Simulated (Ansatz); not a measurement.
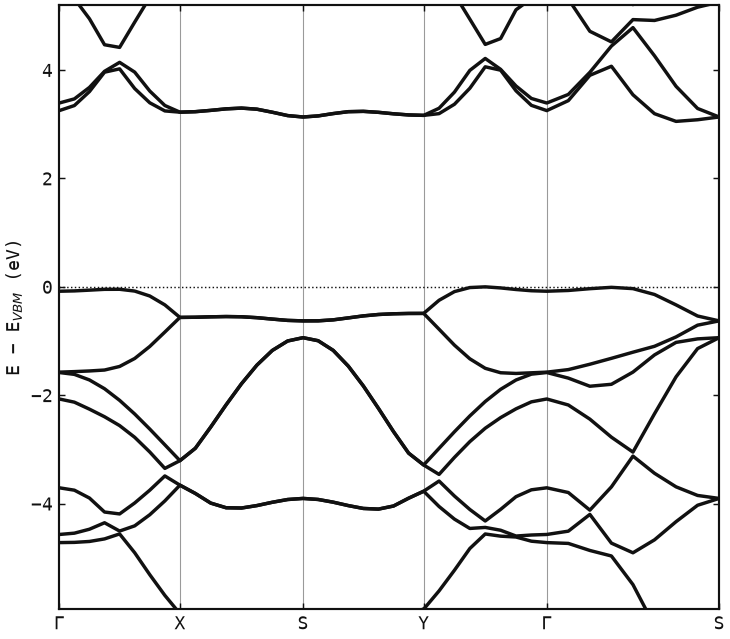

Band structure. Energies are counted from the top of the valence band.

Input of the run:

```
crystal:
  lattice:
    - [3.8205603434, 0.0, 0.0]
    - [0.0, 3.7441491365, 0.0]
    - [0.0, 0.0, 30.6334027592]
  atoms:
    - { symbol: Sn, position: [0.5, 0.0, 0.461413835] }
    - { symbol: O, position: [0.0, 0.0, 0.5] }
    - { symbol: O, position: [0.5, 0.5, 0.5] }
    - { symbol: Sn, position: [0.0, 0.5, 0.538586165] }
  periodic: [true, true, false]
basis:
  ecutwfc: 420
kpoints:
  mp_grid: { grid: [6, 6, 1] }
  band_path:
    path:
      - [0, 0, 0]
      - [0.5, 0, 0]
      - [0.5, 0.5, 0]
      - [0, 0.5, 0]
      - [0, 0, 0]
      - [0.5, 0.5, 0]
    npoints: 8
hamiltonian:
  xc: pbe
  dispersion: d3bj
scf:
  occupations: { method: gaussian, width: 0.02 }
output:
  forces: true
  stress: true
  eigenvalues: true
relax:
  adjacent_minimum: "off"
  f_tol: 0.01
  max_steps: 40
```

Command:
```bash
ansatz run input.yaml --threads 2 --pin off --max-ram 5120MiB --backend cpu --events-out ev --progress --plain --runs-dir out
```

**Metal, semiconductor or insulator, and what is the gap?**

A wide-gap semiconductor or insulator. The gap along this path is 3.05 eV and indirect, from the valence-band top between Y and Γ to the conduction-band bottom between Γ and S; the smallest direct gap is 3.33 eV, at Γ.

**What are the direct gaps at Y, S and Γ?**

The direct gaps are 3.65 eV at Y, 3.76 eV at S and 3.33 eV at Γ.

**How much do the top valence band and the lowest conduction band disperse along the path?**

The top valence band spans 0.6 eV and the lowest conduction band 1.0 eV.
